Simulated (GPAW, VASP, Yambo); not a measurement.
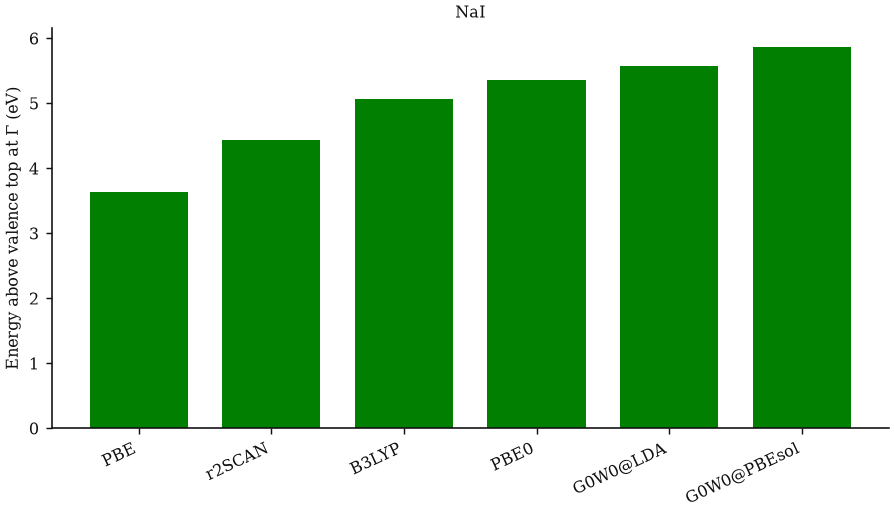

Lowest conduction level at Γ, counted from the valence-band top at Γ, by several methods on one cell of rocksalt NaI, space group Fm-3m, 2 atoms in the primitive cell; cubic a = 6.473 Å. All runs are without spin-orbit coupling and carry no moments.

How do the methods rank at Γ?

Answer. From low to high: PBE 3.64, r2SCAN 4.44, B3LYP 5.07, PBE0 5.36, G0W0@LDA 5.58, G0W0@PBEsol 5.86 eV.

```
     method  program  Γ (eV)
        PBE     VASP    3.64
     r2SCAN     VASP    4.44
      B3LYP     VASP    5.07
       PBE0     VASP    5.36
   G0W0@LDA     GPAW    5.58
G0W0@PBEsol    Yambo    5.86
```

Settings. PBE: VASP PAW PBE potentials, release 64 (I, Na_pv), 10×10×10 k mesh, 900 eV cutoff, Gaussian smearing of 0.05 eV (VASP 6.6.1). r2SCAN: VASP PAW PBE potentials, release 64 (I, Na_pv), 7×7×7 k mesh, 520 eV cutoff, Fermi-Dirac smearing of 0.05 eV (VASP 6.6.1). B3LYP: VASP PAW PBE potentials, release 64 (I, Na_pv), 4×4×4 k mesh, 520 eV cutoff, Fermi-Dirac smearing of 0.05 eV (VASP 6.6.1). PBE0: VASP PAW PBE potentials, release 64 (I, Na_pv), 4×4×4 k mesh, 520 eV cutoff, Fermi-Dirac smearing of 0.05 eV (VASP 6.6.1). G0W0@LDA: LDA, the program's PAW data sets (release 1.2.1) made for this functional, 4×4×4 k mesh, 600 eV cutoff, Fermi-Dirac smearing of 0.001 eV (GPAW), G0W0 with response cutoff 100 eV, frequency model plasmon pole and response bands 153, extrapolated in the response cutoff. G0W0@PBEsol: PBEsol, PseudoDojo 0.4.1 SR PBEsol standard, 4×4×4 k mesh, 1197 eV cutoff, fixed occupations (Yambo 5.3.0), G0W0 with frequency dependence of W plasmon pole, bands in the response 128, bands in the self-energy 128, cutoff of the response matrix 6 Ry and cutoff of exchange and Vxc 88 Ry.

These are six of the 26 methods that were run on this cell. The runs come from different programs and meshes, which adds differences of its own. Spin-orbit coupling is left out, which matters for I. r2SCAN, B3LYP and PBE0: the PAW data sets were made with another functional. LDA, GGA and most meta-GGA functionals understate gaps. B3LYP and PBE0: the k mesh is coarse, so the values aren't converged, least of all with exact exchange. G0W0@LDA and G0W0@PBEsol: the k mesh is coarse, so the values aren't converged. G0W0@LDA: the quasiparticle gap is taken among the few k points that were corrected. G0W0@LDA: the long-wavelength limit can be off by a per cent or two. The GW runs differ in bands or cutoffs. The GW values that aren't extrapolated fall short of the basis limit.
